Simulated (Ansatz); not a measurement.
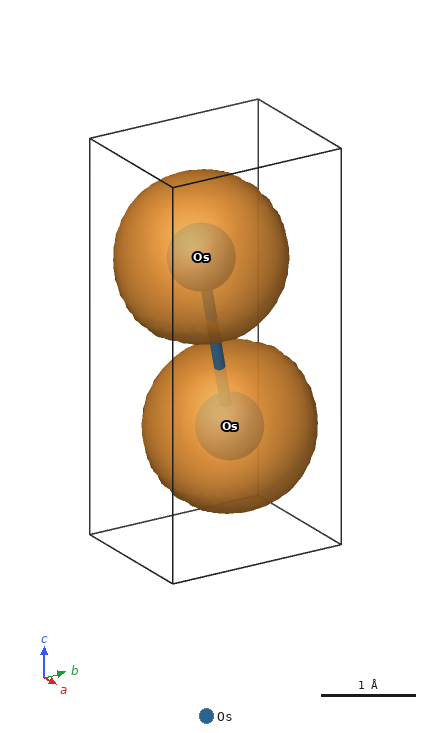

The picture shows: Os. Isosurface of the valence charge density (pseudo) at 1 e/Å³ (orange), seen slightly off an axis. Sticks mark near contacts.

Space group P6₃/mmc; computed pressure about −10 GPa in this cell.

Theory: Kohn-Sham DFT of a periodic cell, r2SCAN0, Ansatz PAW in Ansatz.

In a PAW calculation such maps are meaningful between the atoms, not at the nuclei.

```yaml
crystal:
  lattice:
    - [2.73410, 0.00000, 0.00000]
    - [-1.36705, 2.36780, 0.00000]
    - [0.00000, 0.00000, 4.31970]
  atoms:
    - { symbol: Os, position: [0.66667, 0.33333, 0.75000] }
    - { symbol: Os, position: [0.33333, 0.66667, 0.25000] }
```

> What does this surface tell about the bonding?

At this value the density breaks into separate islands; it holds about 70 % of the electrons treated as valence (semicore included). It bridges none of the near contacts. It is pinched off along the shortest Os–Os (2.68 Å) and Os–Os (2.73 Å) contacts. On the grid the lowest density along these lines, outside the cores, is 0.51 e/Å³ (Os–Os, 2.68 Å) and 0.44 e/Å³ (Os–Os, 2.73 Å).

> Does the calculation make it a metal, or give it a gap?

It is gapless in this calculation (a metal or semimetal).
